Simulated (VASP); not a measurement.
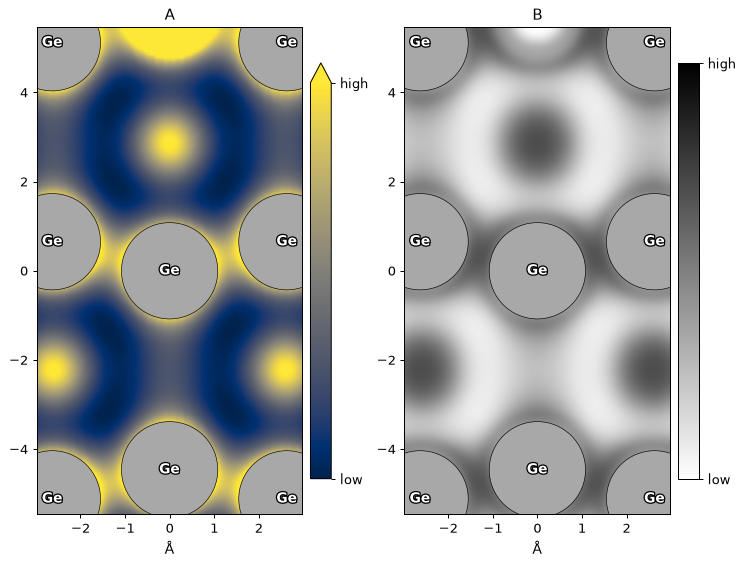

Ge: 2 fields on the (010) plane of the conventional cell, with unlabelled colour scales. Grey discs cover the atomic cores.

Space group Fmmm; a structure from a database of computed crystals, not necessarily the ambient phase.

Theory: Kohn-Sham DFT of a periodic cell, PBE, VASP PAW PBE potentials, gw, light in VASP 6.6.1.

The panels show electron localisation function and valence pseudo-density in some order. Assign them.

Answer. Panel A: valence pseudo-density. Panel B: electron localisation function. From the grid: Ge–Ge (2.71 Å): ρ is about 0.32 e/Å³ halfway; the ELF peaks at about 0.65 between the atoms.
